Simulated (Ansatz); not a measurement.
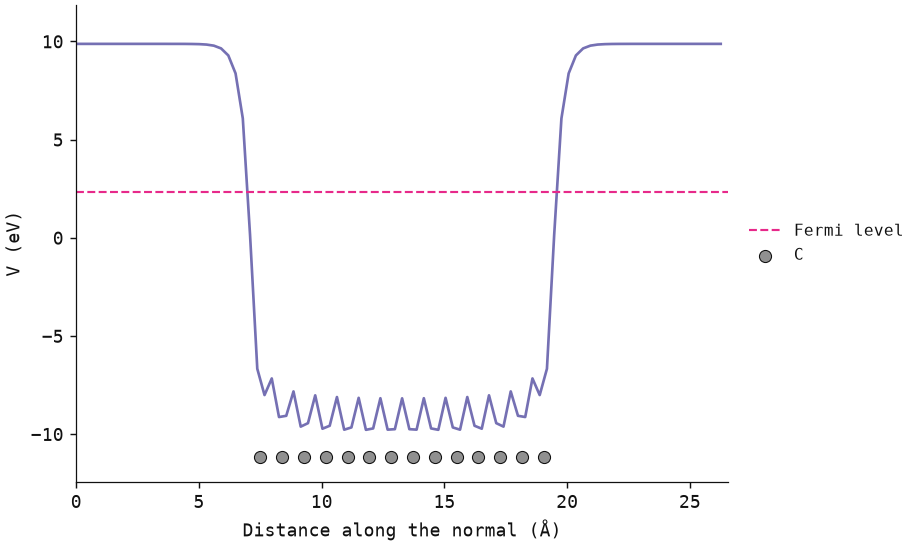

Plane-averaged electrostatic potential energy of an electron across the slab; circles at the bottom mark the heights of the atoms.

System: a (100) slab cut from C (Fd-3m), unrelaxed, 14 atoms in the cell.

```xyz
14
Lattice="2.5129 0.0000 0.0000 0.0000 2.5129 0.0000 0.0000 0.0000 26.5499" Properties=species:S:1:pos:R:3 pbc="T T T"
C     0.0000    1.2565    7.5000
C     0.0000    0.0000    8.3885
C     1.2565    0.0000    9.2769
C     1.2565    1.2565   10.1654
C     0.0000    1.2565   11.0538
C     0.0000    0.0000   11.9423
C     1.2565    0.0000   12.8307
C     1.2565    1.2565   13.7192
C     0.0000    1.2565   14.6076
C     0.0000    0.0000   15.4961
C     1.2565    0.0000   16.3845
C     1.2565    1.2565   17.2730
C     0.0000    1.2565   18.1614
C     0.0000    0.0000   19.0499
```

Method: DFT PBEsol, scalar-relativistic, plane waves, PAW, no spin polarisation, 11×11×1 k mesh, 420 eV cutoff (Ansatz 0.2.0).

Read off the work function of each face.

Answer. The work function is 7.54 eV, the same on both faces. The two vacuum levels agree, so the slab has no net dipole along its normal.

How thick are slab and vacuum?

Answer. The outermost atoms are 11.5 Å apart, which leaves 15.0 Å of vacuum in a cell 26.5 Å high.

The atoms aren't at rest in this cell (largest force 2.4 eV/Å), so the relaxed material can differ.
